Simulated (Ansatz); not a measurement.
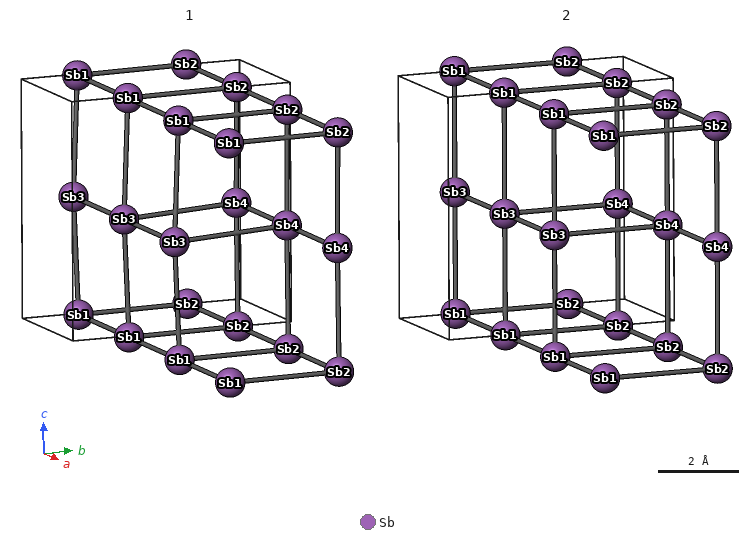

Two geometries of crystalline Sb (a generated structure, set up in P1) (coarse preliminary run), drawn at one scale. One is the start of a relaxation, the other its converged end. A ball-and-stick model of the cell of the calculation, reduced to other axes, repeated 3 × 1 × 1 with one cell outlined, seen slightly off an axis. Lengths and directions refer to the drawn axes.

Level of theory: DFT PBE, scalar-relativistic, plane waves, PAW (Ansatz 0.2.0). Set-up: plane-wave cutoff 420 eV; k-point mesh 8 × 4 × 4; occupations gaussian; smearing width 0.2 eV; no spin polarisation; cell and atoms relaxed; force threshold 0.025 eV/Å; at most 60 steps.

Which geometry has the lower energy?

Answer. Structure 2 is the relaxed one. The atom that moves furthest relative to the cell is Sb3 (0.13 Å along [−2 2 1]). Cell: a 3.198 → 3.116 Å (−2.6 %), b 6.060 → 6.231 Å (+2.8 %), c 6.140 → 6.229 Å (+1.5 %), α 90.0° → 90.2°, β 90.8° → 90.3°, γ 91.2° → 90.6°. Volume +1.7 %. Near-neighbour distances that change, for instance: Sb3–Sb4 2.893 → 3.099 Å, Sb1–Sb2 3.000 → 3.117 Å, Sb2–Sb4 2.989 → 3.103 Å, Sb1–Sb1 3.198 → 3.116 Å. Bond angles that change, for instance: Sb3–Sb4–Sb3 172.6° → 179.7°, Sb3–Sb1–Sb3 173.8° → 179.7°, Sb1–Sb3–Sb4 84.5° → 90.0°. The space group stays P1 (No. 1). Over 3 accepted moves (4 points after the start) the energy falls by 96.1 meV per cell of the calculation. Largest force component: 0.29 eV/Å at the start, 0.0079 eV/Å at the end. The pressure goes from 1.54 to −0.05 GPa. The SCF was repeated once at an unchanged geometry on a basis and grid sized afresh for the cell, which shifted the energy by 0.3 meV per cell of the calculation at most. Cost: 2.8 min on 1 thread of Arm Neoverse V1, on a shared host, peak memory 0.47 GiB.
